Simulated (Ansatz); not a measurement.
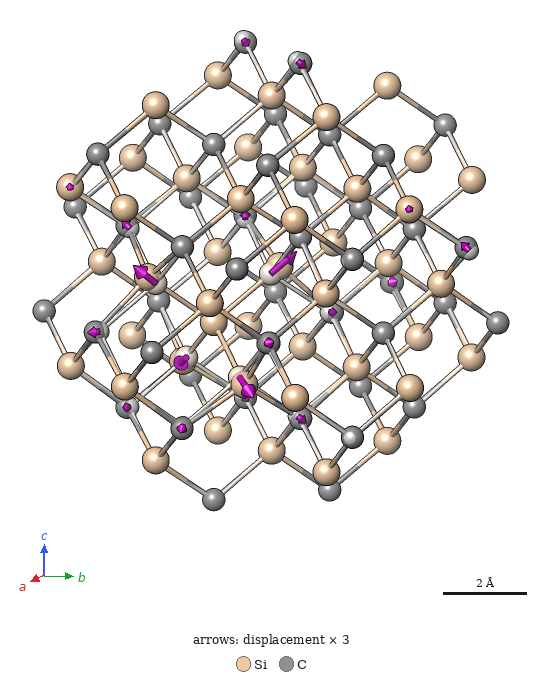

A relaxation of a defect cell of composition Si$_{33}$C$_{31}$. The starting structure is drawn faded, the final one solid; purple arrows show the displacements, magnified 3 times.

Style: ball-and-stick. Shown: the atoms within 5.8 Å of the atom that moves most (axes of the cell of the calculation (origin shifted)), slightly off an axis.

Theory: DFT, PBEsol, PAW, plane waves (Ansatz). Set-up: plane-wave cutoff 420 eV; k-point mesh 1 × 1 × 1; mesh shifted by (0.25, 0.25, 0.25); no spin polarisation; atoms relaxed in a fixed cell; force threshold 0.03 eV/Å; at most 80 steps.

Q: Which element moves most?

A: Silicon: up to 0.29 Å, against 0.11 Å for carbon.

Q: Describe the change and its energy.

A: The largest moves, 0.29 Å, are those of Si atoms. Largest moves by element: Si 0.29 Å, C 0.11 Å. The cell stays as it was. Some distances before and after: Si–Si 3.034 → 3.507 Å, Si–Si 3.059 → 3.505 Å, Si–Si 3.087 → 3.508 Å, Si–Si 1.844 → 2.146 Å. Among the angles between lasting bonds that change: Si–C–Si 111.4° → 102.2°, Si–Si–C 111.9° → 103.1°, Si–C–Si 111.3° → 102.5°. Over 3 accepted moves (4 points after the start) the energy falls by 6.376 eV per cell of the calculation. The largest force component goes from 7.9 to 0.026 eV/Å. The line search rejected the trial step at point 3 of the run.
